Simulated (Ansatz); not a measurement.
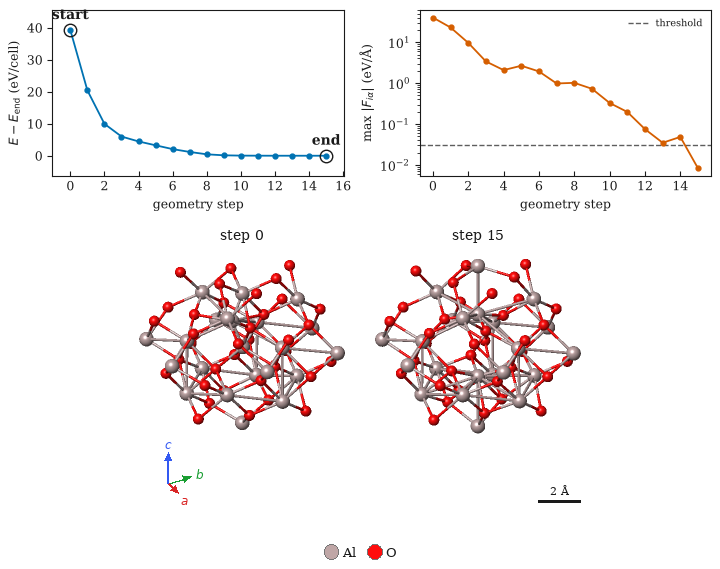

First and last geometry of a relaxation of a defect cell of composition Al$_{49}$O$_{72}$ (cell charge +2), with the history of the run. Style: ball-and-stick. Shown: the atoms within 5.0 Å of the atom that moves most (axes of the cell of the calculation (origin shifted)), slightly off an axis.

Computed with Ansatz 0.2.0, DFT, PBEsol, PAW, plane waves. Set-up: plane-wave cutoff 420 eV; k-point mesh 1 × 1 × 1; mesh shifted by (0.25, 0.25, 0.25); collinear spin; atoms relaxed in a fixed cell; force threshold 0.03 eV/Å; at most 80 steps.

Q: What do the curves and the structures tell?

A: It converged. Over 15 geometry steps the energy falls by 39.261 eV per cell of the calculation. The largest force component goes from 40 to 0.0083 eV/Å. The atom that moves furthest is an Al atom (1.47 Å along −c). Largest moves by element: Al 1.47 Å, O 0.80 Å. The lattice vectors keep their values. Among the contacts that change: Al–Al 1.447 → 3.107 Å, Al–O 3.436 → 2.100 Å, Al–Al 3.808 → 2.501 Å, Al–O 3.407 → 2.100 Å. New bonds form, among them: Al–O (3.41 → 2.10 Å), Al–O (3.42 → 2.10 Å), Al–O (3.44 → 2.10 Å). Bonds break, among them: Al–O (1.97 → 3.20 Å), Al–O (1.98 → 3.20 Å). Among the angles between lasting bonds that change: Al–Al–O 135.3° → 75.9°, Al–O–Al 75.0° → 117.9°, Al–O–Al 170.2° → 130.9°. Cost: 20 s on 1 × NVIDIA GB200 with 8 threads of Arm Neoverse-V2, peak memory 2 GiB.

```
step  E − E(0), meV/atom  largest force component, eV/Å
   0                0.00                        40.0327
   1             -155.73                        22.8671
   2             -242.13                         9.6370
   3             -274.90                         3.3863
   4             -287.54                         2.0805
   5             -297.54                         2.6578
   6             -307.37                         1.9312
   7             -314.70                         0.9805
   8             -320.79                         1.0159
   9             -323.38                         0.7272
  10             -324.17                         0.3276
  11             -324.34                         0.1976
  12             -324.46                         0.0751
  13             -324.47                         0.0349
  14             -324.47                         0.0485
  15             -324.47                         0.0083
```

Limits of the set-up: the cell is charged, on a uniform background, and energies carry no finite-size correction.
